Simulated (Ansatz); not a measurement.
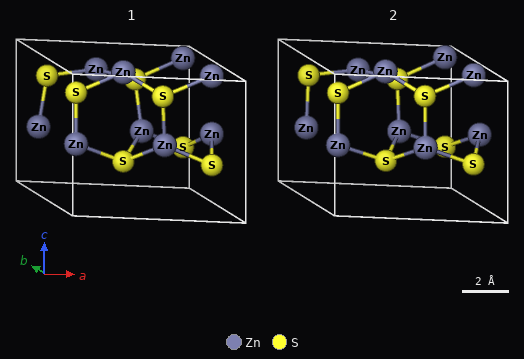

Two geometries of a defect cell of composition Zn8S7 (cell charge +2), drawn at one scale. One is the start of a relaxation, the other its converged end. Style: ball-and-stick. Shown: the cell of the calculation, reduced to other axes (origin shifted), slightly off an axis. Lengths and directions refer to the drawn axes.

The calculation used DFT PBE, scalar-relativistic, plane waves, PAW in Ansatz 0.2.0. Set-up: plane-wave cutoff 420 eV; k-point mesh 2 × 2 × 2; occupations gaussian; smearing width 0.01 eV; no spin polarisation; atoms relaxed in a fixed cell; force threshold 0.025 eV/Å; at most 45 steps.

Which geometry has the lower energy?

Structure 1 is the relaxed one. Case: S vacancy (site b), charge +2, atoms relaxed at the host's cell. After 3 accepted moves (5 points after the start) the energy has fallen by 0.527 eV per cell of the calculation. The largest force component goes from 1.1 to 0.024 eV/Å. The line search rejected the trial step at point 2 of the run. 1 step only repeated the SCF at the same geometry. The largest moves, 0.27 Å, are those of Zn atoms. By element the largest moves are Zn 0.27 Å, S 0.04 Å. The lattice vectors keep their values. Among the contacts that change: S–Zn 2.322 → 2.280 Å, S–Zn 2.317 → 2.299 Å, S–Zn 2.273 → 2.258 Å, S–Zn 2.352 → 2.358 Å. Among the angles between lasting bonds that change: Zn–S–Zn 100.5° → 85.9°, Zn–S–Zn 94.9° → 103.1°, S–Zn–S 113.6° → 119.2°.

Limits of the set-up: the periodic images lie only 6.3 Å apart, so the values are limited by the cell's size; the cell is charged, on a uniform background, and energies carry no finite-size correction.
